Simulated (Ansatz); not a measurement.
System: C₂O, space group Fm-3m (No. 225) (one of a set of cubic test structures, which need not be the stable phase).

How it was computed, with Ansatz 0.2.0 development build: equation of state of a cubic crystal from periodic Kohn-Sham density functional theory without spin, third-order Birch-Murnaghan fit to the free energies; pressure corrected for the finite basis. Level: PBE.

```json
{"setting": "structure type", "value": "antifluorite"}
{"setting": "atoms in cell", "value": "3"}
{"setting": "space group number", "value": "225"}
{"setting": "lattice centring", "value": "face-centred primitive"}
{"setting": "k mesh", "value": "39×39×39"}
{"setting": "occupation method", "value": "Fermi–Dirac"}
{"setting": "occupation width", "value": "0.06123 eV"}
{"setting": "wave cutoff", "value": "420 eV"}
{"setting": "datasets", "value": "soft-1 PAW"}
{"setting": "density tolerance", "value": "1e-07 eV"}
{"setting": "bands", "value": "11"}
{"setting": "density cutoff ratio", "value": "4"}
{"setting": "search for lower states", "value": "default"}
```

Describe the result: the energy above the lowest point against volume. The volume takes the values 8.95, 9.14, 9.33, 9.52, 9.71, 9.90, 10.09 Å³/atom.

A third-order Birch–Murnaghan fit gives V0 = 9.52 Å³/atom, B0 = 111 GPa and B′ = 3.6. The energy above the lowest point is 13.4 meV/atom at volume 8.95 Å³/atom and 10.6 meV/atom at 10.09 Å³/atom; the lowest computed point is at volume 9.52 Å³/atom (0.0 meV/atom), and no other minimum shows.

```csv
volume (Å³/atom),energy above the lowest point (meV/atom)
8.95,13.4
9.14,5.8
9.33,1.5
9.52,0.0
9.71,1.2
9.90,4.8
10.09,10.6
```

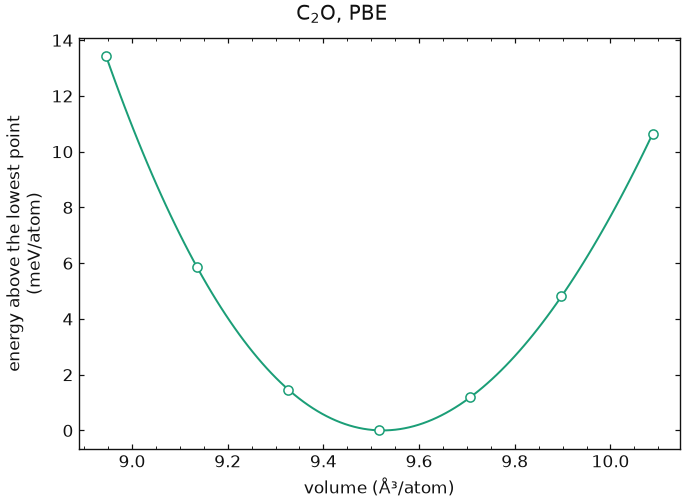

Note: cubic model structure, not the ambient form.
